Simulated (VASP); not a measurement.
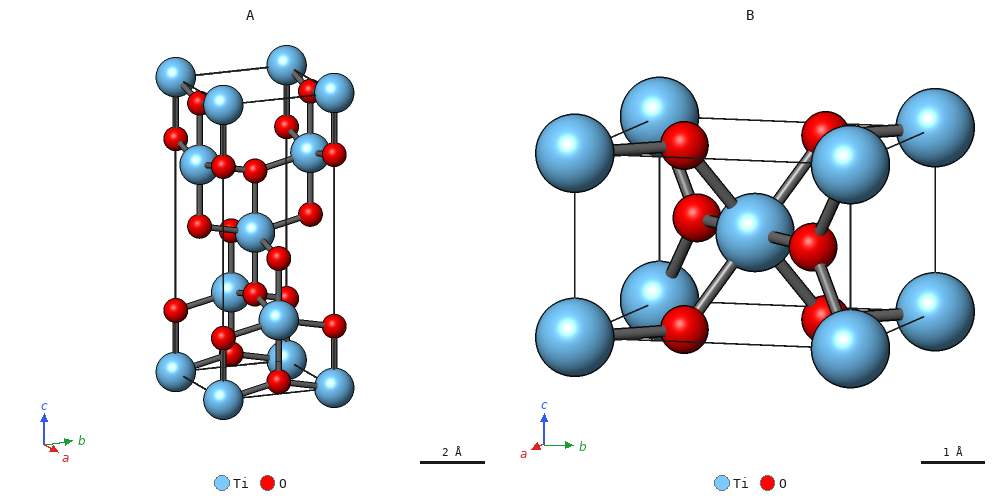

Two structures of TiO2, each relaxed (cell and atoms) at zero pressure; conventional cells in solid outline, small ones repeated, each panel with its own scale. Alike in all runs: VASP 6.6.1; functional BLYP; dispersion D3(BJ); VASP's PAW PBE potentials, release 64 (Ti_sv, O); cutoff 600 eV; occupations fermi-dirac, width 0.05 eV; no spin polarisation; no spin-orbit coupling. The k meshes have like spacings.

Question: Name the structure in each panel.

Answer: A: anatase, I4₁/amd; B: rutile, P4₂/mnm.

Question: Rank them by energy, lowest first.

Answer: B, then A (+15 meV/atom), static energies at zero smearing.

Question: Collect the results in a table.

Answer:
| panel | space group | E − E(lowest) (meV/atom) | volume (Å³/atom) | gap (eV) |
| --- | --- | --- | --- | --- |
| B | P4₂/mnm | 0 | 10.5 | 1.79 |
| A | I4₁/amd | 15 | 11.5 | 2.06 |

The starts are database entries or structure types tried for this composition, and the most stable form need not be among them. Approximate functionals can misorder forms that lie within a few tens of meV/atom, as they do the rutile and anatase forms of TiO₂. Gaps are the least found on the k-mesh, which misses some points of high symmetry; where the band edges lie there, the true gap is smaller, at times by an eV.

Caveat: semilocal functionals give gaps below the measured ones.
